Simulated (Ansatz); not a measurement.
Zr3S2

Input

```
crystal:
  lattice:
    - [1.8079985615, 1.0438484562, 8.5726284799]
    - [-1.8079985615, 1.0438484562, 8.5726284799]
    - [0.0, -2.0876969124, 8.5726284799]
  atoms:
    - { symbol: Zr, position: [0.0, 0.0, 0.0] }
    - { symbol: Zr, position: [0.2153535771, 0.2153535771, 0.2153535771] }
    - { symbol: Zr, position: [0.7846464229, 0.7846464229, 0.7846464229] }
    - { symbol: S, position: [0.3938829747, 0.3938829747, 0.3938829747] }
    - { symbol: S, position: [0.6061170253, 0.6061170253, 0.6061170253] }
basis:
  ecutwfc: 420
kpoints:
  mp_grid: { grid: [12, 12, 12] }
hamiltonian:
  xc: pbe
scf:
  occupations: { method: gaussian, width: 0.1 }
output:
  forces: true
  stress: true
  eigenvalues: true
  write_density: true
  write_potential: true
  elf: true
  volumetric_format: npy
relax:
  adjacent_minimum: "off"
  f_tol: 0.01
  max_steps: 80
  cell: { stress_tol: 0.05 }
```

Command:

```sh
ansatz run input.yaml --threads 1 --pin off --max-ram 2560MiB --backend cpu --events-out ev --progress --plain --runs-dir out
```

Below, planes, directions and counts refer to the conventional cell (a = 3.61 Å, b = 3.61 Å, c = 25.76 Å, α = 90.00°, β = 90.00°, γ = 120.00°).

The fields are those of the relaxed geometry.

Space group R-3m; started from the tetradymite_166 prototype, which need not be the ambient phase.

Theory: Ansatz 0.2.0, DFT PBE, scalar-relativistic, plane waves, PAW.

Question: What can the converged valence pseudo-density and electron localisation function tell about the bonding?

Answer: Zr–S (2.61 Å): ρ at the midpoint is about 0.35 e/Å³; the ELF peaks at about 0.85 in the valence shell of S, 0.8 Å from its nucleus, and is about 0.25 at the midpoint: no shared electron pair shows on this line.
The ELF has a maximum of about 0.75 in the space between the atoms, on no atom or two-centre bond.

Question: Does the calculation give a band gap?

Answer: It is metallic or semimetallic at this level of theory: no gap opens.

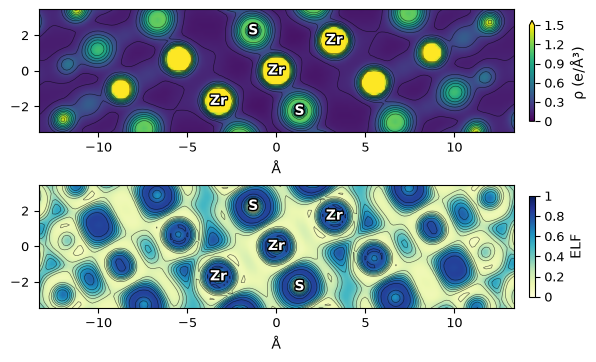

Computed valence pseudo-density and electron localisation function on the (111) plane of the conventional cell, in this order. Atoms just off the plane (Zr, 0.4 Å away and S, 0.5 Å away) can leave unmarked features too.
